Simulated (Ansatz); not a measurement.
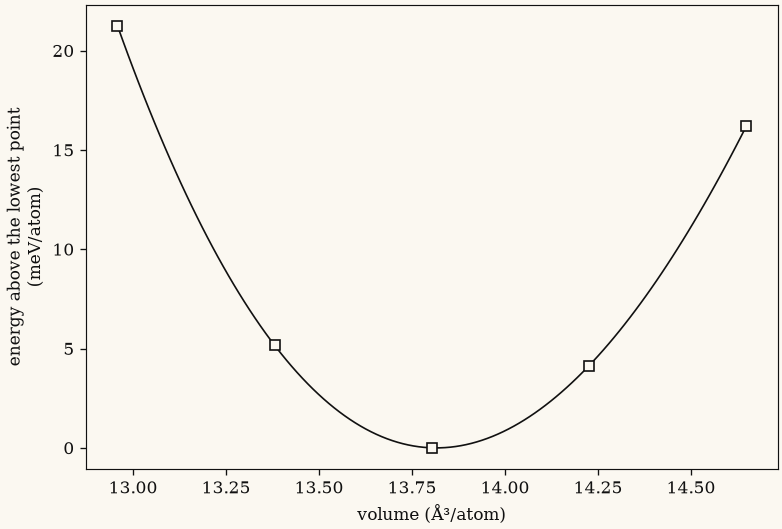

Plotted: energy above the lowest point against volume for CaO, space group Fm-3m (No. 225) (one of a set of cubic test structures, which need not be the stable phase).

How it was computed, with Ansatz 0.2.0 development build: equation of state of a cubic crystal from periodic Kohn-Sham density functional theory without spin, third-order Birch-Murnaghan fit to the free energies; pressure corrected for the finite basis. Level: HSE06.

```json
{"setting": "structure type", "value": "rock salt"}
{"setting": "atoms in cell", "value": "2"}
{"setting": "space group number", "value": "225"}
{"setting": "lattice centring", "value": "face-centred primitive"}
{"setting": "k mesh", "value": "4×4×4"}
{"setting": "occupation method", "value": "Fermi–Dirac"}
{"setting": "occupation width", "value": "0.05 eV"}
{"setting": "wave cutoff", "value": "700 eV"}
{"setting": "datasets", "value": "hard PAW"}
{"setting": "density tolerance", "value": "0 eV"}
{"setting": "bands", "value": "12"}
{"setting": "density cutoff ratio", "value": "4"}
{"setting": "search for lower states", "value": "default"}
{"setting": "exchange singularity", "value": "regularized"}
```

From this curve and the settings, what does the calculation give for the pressure at the same points?

The pressure falls from 8.4 GPa at volume 12.96 Å³/atom to −5.9 GPa at 14.65 Å³/atom, and changes sign near 13.82 Å³/atom.

```tsv
volume (Å³/atom)	pressure (GPa)
12.96	8.4
13.38	3.9
13.80	0.1
14.23	-3.1
14.65	-5.9
```

Caveats: pseudopotentials made with PBE, not this functional.
